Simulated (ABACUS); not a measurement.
MnO: geometry relaxation (part 3 of 3)

Continued. System: MnO (2 atoms in the cell). Method: Kohn-Sham DFT of a periodic cell, PBE, PseudoDojo NC SR 0.4.1 PBE standard, spin-polarised (ABACUS 3.10.1); cutoff 1360.57 eV, 9×9×9 k-mesh, fermi-dirac of 0.05 eV, collinear spins. The structure derives from a Materials Project entry. The settings are looser than a standard set-up, so the numbers are not reference values.

Geometry of the input (Å; fractional positions):
```
0.0000  2.2239  2.2239
2.2239  0.0000  2.2239
2.2239  2.2239  0.0000
Mn 0.0000  0.0000  0.0000
O  0.5000  0.5000  0.5000
```

## What the program printed, continued
```
[... 9 further cycles ...]
 LCAO ALGORITHM --------------- ION=   2  ELEC=  11--------------------------------
          total magnetism (Bohr mag/cell) = 4.640893
       absolute magnetism (Bohr mag/cell) = 4.640893
                        nelec for spin up = 12.820446
                      nelec for spin down = 8.179554

 Density error is 0.000000011698
----------------------------------------------------------
     Energy           Rydberg                 eV
----------------------------------------------------------
 E_KohnSham     -250.7095221257      -3411.0780437669
 E_KS(sigma->0) -250.7092028970      -3411.0737004371
 E_Harris       -250.7095220032      -3411.0780421000
 E_band         -15.9466453215       -216.9652403572
 E_one_elec     -108.4588230284      -1475.6579915605
 E_Hartree      67.5699275090        919.3360275688
 E_xc           -45.7336147135       -622.2377502397
 E_Ewald        -164.0863734353      -2232.5096428759
 E_entropy(-TS) -0.0006384575        -0.0086866596
 E_descf        0.0000000000         0.0000000000
 E_exx          0.0000000000         0.0000000000
 E_Fermi        1.0953643826         14.9031969898
----------------------------------------------------------

 charge density convergence is achieved
 final etot is -3411.07804376690 eV
 EFERMI = 14.90319698982 eV

 STATE ENERGY(eV) AND OCCUPATIONS    NSPIN == 2
SPIN UP :
[... levels at 70 further k points ...]

-------------------------------------------------
 Total Magnetism (uB)
-------------------------------------------------
                        Mn1         4.3579170185
                         O1         0.2829755678
-------------------------------------------------

 correction force for each atom along direction 1 is -0.000000
 correction force for each atom along direction 2 is -0.000000
 correction force for each atom along direction 3 is 0.000000
------------------------------------------------------------------------------------------
 TOTAL-FORCE (eV/Angstrom)
------------------------------------------------------------------------------------------
                       Mn1         0.0000000000         0.0000000000         0.0000000000
                        O1         0.0000000000         0.0000000000         0.0000000000
------------------------------------------------------------------------------------------

----------------------------------------------------------------
 TOTAL-STRESS (KBAR)
----------------------------------------------------------------
       -10.1998334385         0.0000000000         0.0000000000
        -0.0000000000       -10.1998334385         0.0000000000
        -0.0000000000        -0.0000000000       -10.1998334385
----------------------------------------------------------------
 TOTAL-PRESSURE: -10.199833 KBAR

 Largest gradient in force is 0.000000 eV/A.
 Threshold is 0.005000 eV/A.

 Largest gradient in stress is 10.199833 kbar.
 Threshold is 0.200000 kbar.

 Relaxation is not converged yet!
DIRECT COORDINATES
    atom                   x                   y                   z     mag                  vx                  vy                  vz
taud_Mn1            0.0000000000        0.0000000000        0.0000000000  4.0000        0.0000000000        0.0000000000        0.0000000000
taud_O1            0.5000000000        0.5000000000        0.5000000000  0.0000        0.0000000000        0.0000000000        0.0000000000

                          Volume (Bohr^3) = 151.707395
                             Volume (A^3) = 22.480690

 Lattice vectors: (Cartesian coordinate: in unit of a_0)
            -0.000000           +2.240062           +2.240062
            +2.240062           +0.000000           +2.240062
            +2.240062           +2.240062           -0.000000
 Reciprocal vectors: (Cartesian coordinate: in unit of 2 pi/a_0)
            -0.223208           +0.223208           +0.223208
            +0.223208           -0.223208           +0.223208
            +0.223208           +0.223208           -0.223208

 -------------------------------------------
 STEP OF RELAXATION : 3
 -------------------------------------------

[... set-up of the moved cell ...]

 LCAO ALGORITHM --------------- ION=   3  ELEC=   1--------------------------------
          total magnetism (Bohr mag/cell) = 4.634363
       absolute magnetism (Bohr mag/cell) = 4.634363
                        nelec for spin up = 12.817182
                      nelec for spin down = 8.182818

 Density error is 0.004313623335
----------------------------------------------------------
     Energy           Rydberg                 eV
----------------------------------------------------------
 E_KohnSham     -250.7094562891      -3411.0771480142
 E_Harris       -250.5911734172      -3409.4678269797
 E_Fermi        1.1044550112         15.0268813365
----------------------------------------------------------

[... 9 further cycles ...]
 LCAO ALGORITHM --------------- ION=   3  ELEC=  11--------------------------------
          total magnetism (Bohr mag/cell) = 4.627918
       absolute magnetism (Bohr mag/cell) = 4.627918
                        nelec for spin up = 12.813959
                      nelec for spin down = 8.186041

 Density error is 0.000000014044
----------------------------------------------------------
     Energy           Rydberg                 eV
----------------------------------------------------------
 E_KohnSham     -250.7095545778      -3411.0784853000
 E_KS(sigma->0) -250.7092188183      -3411.0739170576
 E_Harris       -250.7095547640      -3411.0784878334
 E_band         -15.7499125818       -214.2885541145
 E_one_elec     -107.7959258332      -1466.6388125166
 E_Hartree      67.3430202955        916.2487965479
 E_xc           -45.7430119097       -622.3656056538
 E_Ewald        -164.5129656114      -2238.3137271927
 E_entropy(-TS) -0.0006715190        -0.0091364848
 E_descf        0.0000000000         0.0000000000
 E_exx          0.0000000000         0.0000000000
 E_Fermi        1.1067324169         15.0578670316
----------------------------------------------------------

 charge density convergence is achieved
 final etot is -3411.07848530003 eV
 EFERMI = 15.05786703159 eV

 STATE ENERGY(eV) AND OCCUPATIONS    NSPIN == 2
SPIN UP :
 1/35 kpoint (Cartesian) = 0.00000 0.00000 0.00000 (604 pws)
       1     -66.189835       0.001372
       2     -35.255214       0.001372
       3     -35.255214       0.001372
       4     -35.255214       0.001372
       5      -5.282311       0.001372
       6      11.210037       0.001372
       7      11.210037       0.001372
       8      11.210037       0.001372
       9      11.756718       0.001372
      10      11.756718       0.001372
      11      11.756718       0.001372
      12      11.849350       0.001372
      13      11.849350       0.001372
      14      13.629348       0.001372

 2/35 kpoint (Cartesian) = 0.02480 0.02480 0.02480 (631 pws)
       1     -66.189041       0.010974
       2     -35.263132       0.010974
       3     -35.256082       0.010974
       4     -35.256082       0.010974
       5      -5.152378       0.010974
       6      10.188342       0.010974
       7      10.622907       0.010974
       8      10.622907       0.010974
       9      11.394645       0.010974
      10      11.394645       0.010974
      11      11.691217       0.010974
      12      12.952668       0.010974
      13      12.952668       0.010974
      14      14.803486       0.010907

 3/35 kpoint (Cartesian) = 0.04960 0.04960 0.04960 (629 pws)
       1     -66.187100       0.010974
       2     -35.282978       0.010974
       3     -35.258268       0.010974
       4     -35.258268       0.010974
       5      -4.787305       0.010974
       6       8.484420       0.010974
       7       9.699986       0.010974
       8       9.699986       0.010974
       9      11.639233       0.010974
      10      11.639233       0.010974
      11      11.931649       0.010974
      12      14.030198       0.010974
      13      14.030198       0.010974
      14      16.658458       0.000000

 4/35 kpoint (Cartesian) = 0.07440 0.07440 0.07440 (620 pws)
       1     -66.185140       0.010974
       2     -35.304910       0.010974
       3     -35.260738       0.010974
       4     -35.260738       0.010974
       5      -4.260654       0.010974
       6       6.988183       0.010974
       7       9.031398       0.010974
       8       9.031398       0.010974
       9      11.939839       0.010974
      10      11.939839       0.010974
      11      12.327234       0.010974
      12      14.869006       0.010728
      13      14.869006       0.010728
      14      18.921898       0.000000

 5/35 kpoint (Cartesian) = 0.09920 0.09920 0.09920 (627 pws)
       1     -66.184285       0.010974
       2     -35.318270       0.010974
       3     -35.262338       0.010974
       4     -35.262338       0.010974
       5      -3.763649       0.010974
       6       6.032562       0.010974
       7       8.683461       0.010974
       8       8.683461       0.010974
       9      12.143150       0.010974
      10      12.143150       0.010974
      11      12.663729       0.010974
      12      15.331524       0.000046
      13      15.331524       0.000046
      14      21.696857       0.000000

 6/35 kpoint (Cartesian) = 0.00000 0.00000 0.04960 (627 pws)
       1     -66.188776       0.008230
       2     -35.262371       0.008230
       3     -35.258084       0.008230
       4     -35.258084       0.008230
       5      -5.114761       0.008230
       6       9.659361       0.008230
       7      10.792948       0.008230
       8      10.792948       0.008230
       9      11.084121       0.008230
      10      11.901157       0.008230
      11      12.250944       0.008230
      12      12.250944       0.008230
      13      12.638227       0.008230
      14      15.351740       0.000023

[... levels at 64 further k points ...]

-------------------------------------------------
 Total Magnetism (uB)
-------------------------------------------------
                        Mn1         4.3466476537
                         O1         0.2812698252
-------------------------------------------------

 correction force for each atom along direction 1 is 0.000000
 correction force for each atom along direction 2 is 0.000000
 correction force for each atom along direction 3 is -0.000000
------------------------------------------------------------------------------------------
 TOTAL-FORCE (eV/Angstrom)
------------------------------------------------------------------------------------------
                       Mn1         0.0000000000         0.0000000000         0.0000000000
                        O1         0.0000000000         0.0000000000         0.0000000000
------------------------------------------------------------------------------------------

----------------------------------------------------------------
 TOTAL-STRESS (KBAR)
----------------------------------------------------------------
         0.0060598770        -0.0000000000        -0.0000000000
         0.0000000000         0.0060598770        -0.0000000000
         0.0000000000        -0.0000000000         0.0060598770
----------------------------------------------------------------
 TOTAL-PRESSURE: 0.006060 KBAR

 Largest gradient in force is 0.000000 eV/A.
 Threshold is 0.005000 eV/A.

 Largest gradient in stress is 0.006060 kbar.
 Threshold is 0.200000 kbar.

 Relaxation is converged!

 --------------------------------------------
 !FINAL_ETOT_IS -3411.0784853000313888 eV
 --------------------------------------------
```

## File mulliken.txt
```
 2
CALCULATE THE MULLIkEN ANALYSIS FOR EACH ATOM
 Total charge of spin 1:	12.81
 Total charge of spin 2:	8.186
 Total charge:	21
Decomposed Mulliken populations
0                             Zeta of Mn              Spin 1              Spin 2                 Sum                Diff
s                                      0              1.0008              1.0008              2.0016             -0.0001
s                                      1              0.3715              0.2906              0.6620              0.0809
SUM OVER M+Zeta                                       1.3722              1.2914              2.6636              0.0808

pz                                     0              1.0000              0.9999              1.9998              0.0001
px                                     0              1.0000              0.9999              1.9999              0.0001
py                                     0              0.9999              0.9999              1.9998              0.0001
SUM OVER M                                            2.9999              2.9997              5.9996              0.0002
SUM OVER M+Zeta                                       2.9999              2.9997              5.9996              0.0002

dz^2                                   0              0.9193              0.1577              1.0770              0.7616
dxz                                    0              0.9992              0.0721              1.0713              0.9270
dyz                                    0              0.9994              0.0796              1.0790              0.9198
dx^2-y^2                               0              0.9643              0.1284              1.0927              0.8359
dxy                                    0              0.9991              0.1778              1.1770              0.8213
SUM OVER M                                            4.8813              0.6157              5.4970              4.2656
SUM OVER M+Zeta                                       4.8813              0.6157              5.4970              4.2656

SUM OVER M+Zeta+L                                     9.2534              4.9068             14.1602              4.3466

Total Charge on atom:                 Mn             14.1602
Total Magnetism on atom:              Mn              4.3466


1                              Zeta of O              Spin 1              Spin 2                 Sum                Diff
s                                      0              0.9715              0.9381              1.9096              0.0334
SUM OVER M+Zeta                                       0.9715              0.9381              1.9096              0.0334

pz                                     0              0.8110              0.7548              1.5657              0.0562
px                                     0              0.9590              0.8402              1.7992              0.1189
py                                     0              0.8190              0.7463              1.5653              0.0727
SUM OVER M                                            2.5891              2.3412              4.9303              0.2478
SUM OVER M+Zeta                                       2.5891              2.3412              4.9303              0.2478

SUM OVER M+Zeta+L                                     3.5606              3.2793              6.8398              0.2813

Total Charge on atom:                  O              6.8398
Total Magnetism on atom:               O              0.2813
```

## Trajectory as extended XYZ (Å, eV, eV/Å), 3 frames, from step=0 to step=2
```
2
Lattice="0.0000 2.2239 2.2239 2.2239 0.0000 2.2239 2.2239 2.2239 0.0000" Properties=species:S:1:pos:R:3:forces:R:3 step=0 energy=-3411.07429 pressure_GPa=2.88
Mn    0.0000    0.0000    0.0000    0.0000   0.0000   0.0000
O     2.2239    2.2239    2.2239    0.0000   0.0000   0.0000
2
Lattice="-0.0000 2.2459 2.2459 2.2459 0.0000 2.2459 2.2459 2.2459 -0.0000" Properties=species:S:1:pos:R:3:forces:R:3 step=1 energy=-3411.07804 pressure_GPa=-1.02
Mn    0.0000    0.0000    0.0000    0.0000   0.0000   0.0000
O     2.2459    2.2459    2.2459    0.0000   0.0000   0.0000
2
Lattice="-0.0000 2.2401 2.2401 2.2401 0.0000 2.2401 2.2401 2.2401 -0.0000" Properties=species:S:1:pos:R:3:forces:R:3 step=2 energy=-3411.07849 pressure_GPa=0.00
Mn    0.0000    0.0000    0.0000    0.0000   0.0000   0.0000
O     2.2401    2.2401    2.2401    0.0000   0.0000   0.0000
```

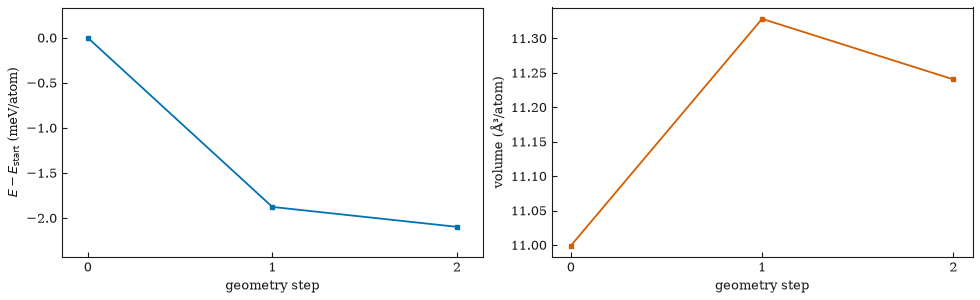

Fig. 1: Progress of the relaxation, step by step (steps are counted from 0).

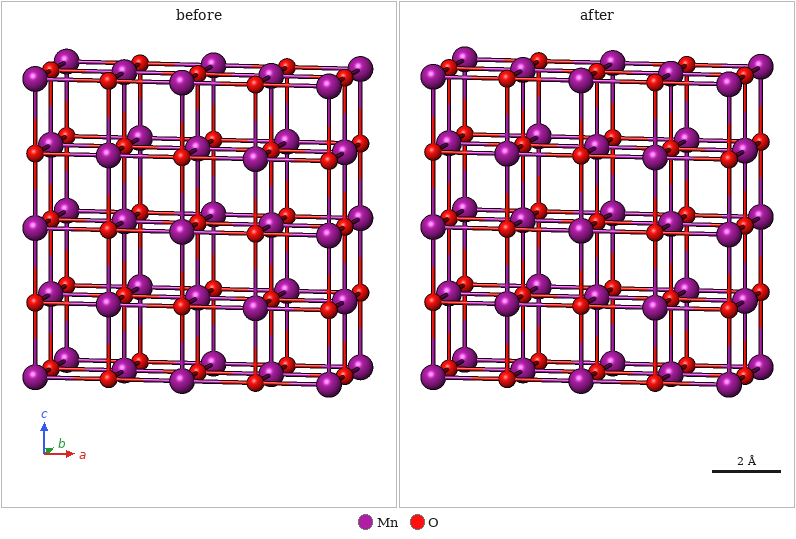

Fig. 2: Before (left) and after (right) the relaxation, at one scale (ball-and-stick view of the cell 4 times as large as that of the calculation, set on its symmetry axes, repeated 2 × 1 × 2, seen slightly off an axis). The atoms keep their places relative to the cell (all moves are under 0.005 Å). The drawn cell changes as follows: a = b = c 4.448 → 4.480 Å (+0.7 %); the volume changes by +2.2 %. Among the contacts that change: Mn1–O2 2.224 → 2.240 Å. The space group stays Fm-3m (No. 225). Over 2 geometry steps the energy falls by 2.1 meV per atom. All forces vanish by symmetry, so only the cell relaxes. Pressure: 2.88 GPa at the start and 0.00 GPa at the end. (Atoms are counted from 1 in the order of the input.)

## Summary

| quantity | value |
| --- | --- |
| outcome | converged |
| space group (tolerance 0.01 Å) | Fm-3m (225) |
| electrons treated | 21 |
| free energy | −3411.0785 eV |
| Fermi energy | 15.058 eV |
| net moment of the cell | 4.63 μB |
| integrated absolute moment | 4.63 μB |
| pressure | 0.00 GPa |
| final volume | 22.48 Å³ |
| largest force (length of the vector) at the end | under 0.001 eV/Å |
| final cell | a = 3.168 Å, b = 3.168 Å, c = 3.168 Å, α = 60.00°, β = 60.00°, γ = 60.00° |
| wall time | 7.8 s (CPU time 31 s) |
| peak memory | 0.4 GiB |

## Remarks

The settings depart from the standard set-up of this series, which can bear on the numbers. Points of doubt noted for this run: home made orbitals.
